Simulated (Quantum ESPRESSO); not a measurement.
# A series of single points on KBr

System: KBr (Fm-3m, 2 atoms in the cell).
Method: Kohn-Sham DFT of a periodic cell, r2SCAN, SG15 PBE 1.2, no spin polarisation (Quantum ESPRESSO 7.5).

The 7 runs differ only in the geometry, by an even scaling of the cell at fixed fractional positions. The structure derives from an entry of the Crystallography Open Database.

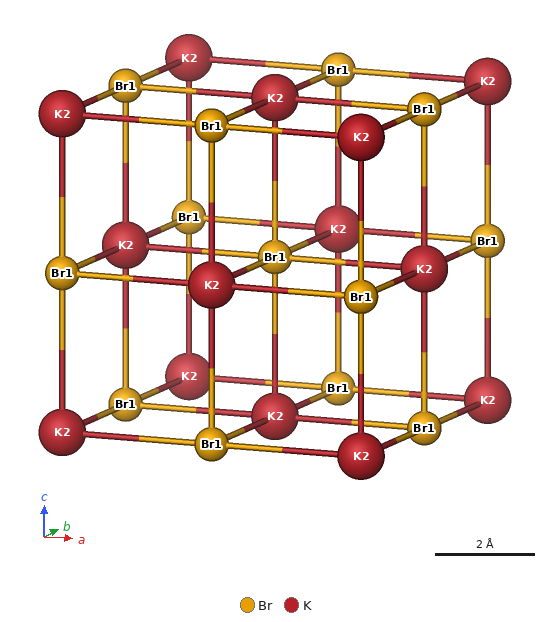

Figure 1. The structure of run 4 (ball-and-stick view of the cell 4 times as large as that of the calculation, set on its symmetry axes, seen slightly off an axis; atoms are numbered from 1 in the order of the input). An atom can appear more than once, as a periodic image.

**Input of run 4**
```
&CONTROL
  calculation = 'scf'
  prefix = 'pwscf'
  outdir = './tmp'
  pseudo_dir = './pseudo'
  tstress = .true.
  disk_io = 'nowf'
/
&SYSTEM
  ibrav = 0
  nat = 2
  ntyp = 2
  ecutwfc = 70
  nbnd = 14
  input_dft = 'r2scan'
  occupations = 'smearing'
  smearing = 'fd'
  degauss = 0.00367493
  nosym = .true.
  nr1 = 48
  nr2 = 48
  nr3 = 48
/
&ELECTRONS
  conv_thr = 1d-08
  electron_maxstep = 120
  mixing_beta = 0.5
/
ATOMIC_SPECIES
Br    79.9040 Br_ONCV_PBE-1.2.upf
K     39.0983 K_ONCV_PBE-1.2.upf
CELL_PARAMETERS angstrom
   0.0000000000    3.3000000000    3.3000000000
   3.3000000000    0.0000000000    3.3000000000
   3.3000000000    3.3000000000    0.0000000000
ATOMIC_POSITIONS crystal
Br     0.5000000000    0.5000000000    0.5000000000
K      0.0000000000    0.0000000000    0.0000000000
K_POINTS automatic
5 5 5 0 0 0
```

Command:
```bash
OMP_NUM_THREADS=1 mpirun -n 2 pw.x -nk 2 -in pw.in > pw.out
```

Run 3 differs from it as follows:
```diff
-   0.0000000000    3.3000000000    3.3000000000
-   3.3000000000    0.0000000000    3.3000000000
-   3.3000000000    3.3000000000    0.0000000000
+   0.0000000000    3.2778516817    3.2778516817
+   3.2778516817    0.0000000000    3.2778516817
+   3.2778516817    3.2778516817    0.0000000000
```

**Results, with one run withheld**

```tsv
run	volume per atom (Å³)	free energy per atom, from the lowest run given (meV)	pressure (GPa)	gap on the mesh (eV)
1	33.781	8.54	1.25	5.14
2	34.500	3.91	0.81	5.08
3	35.218	?	?	?
4	35.937	0.00	0.08	4.96
5	36.656	0.32	−0.23	4.91
6	37.374	1.94	−0.50	4.86
7	38.093	4.71	−0.74	4.81
```

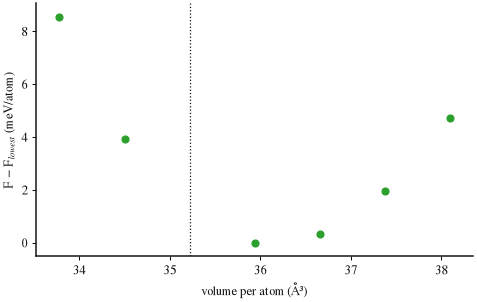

Figure 2. Free energy per atom of the runs given; the dotted line marks run 3.

Fit the runs given and predict run 3.

A cubic polynomial in V^(−2/3) (the Birch–Murnaghan form), fitted to the 6 runs given, misses them by under 0.01 meV per atom. With x = V^(−2/3) − 0.09172 Å⁻², it reads F = −0.029094 + 205.1 x + 4.8107e+05 x² + 2.4896e+06 x³ (meV per atom). At run 3 it gives 1.14 meV per atom, and the run itself gives 1.13. The slope of the fit gives a pressure −dF/dV of 0.43 GPa there, and the run prints 0.42 GPa. The fit has its minimum at 36.126 Å³ per atom, where V d²F/dV² gives 15.8 GPa: the bulk modulus at this level, since symmetry fixes the shape and the positions. The gap on the mesh goes, without turning, from 5.14 eV in run 1 to 4.81 eV in run 7; run 3 has 5.02 eV. These are gaps of this functional on this mesh, which can miss the band edges; they aren't the measured gap.

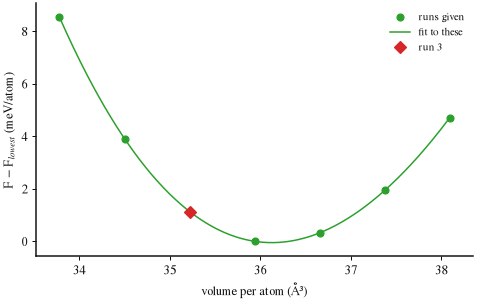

Figure 3. The fit and the withheld run.

**Some lines of the output (run 3)**
```
[...]
     total energy              =     -84.14728240 Ry
     total energy              =     -84.15772431 Ry
     total energy              =     -84.16552683 Ry
     total energy              =     -84.16567592 Ry
     total energy              =     -84.16568658 Ry
     total energy              =     -84.16569875 Ry
     total energy              =     -84.16570135 Ry
     total energy              =     -84.16570152 Ry
     total energy              =     -84.16570163 Ry
     the Fermi energy is     2.5625 ev
!    total energy              =     -84.16570167 Ry
     The total energy is F=E-TS. E is the sum of the following terms:
     Computing stress (Cartesian axis) and pressure
          total   stress  (Ry/bohr**3)                   (kbar)     P=        4.25
```

Notes: Further notes kept with the run: potentials made for another functional. Points of doubt noted for this run: potentials made for another functional.
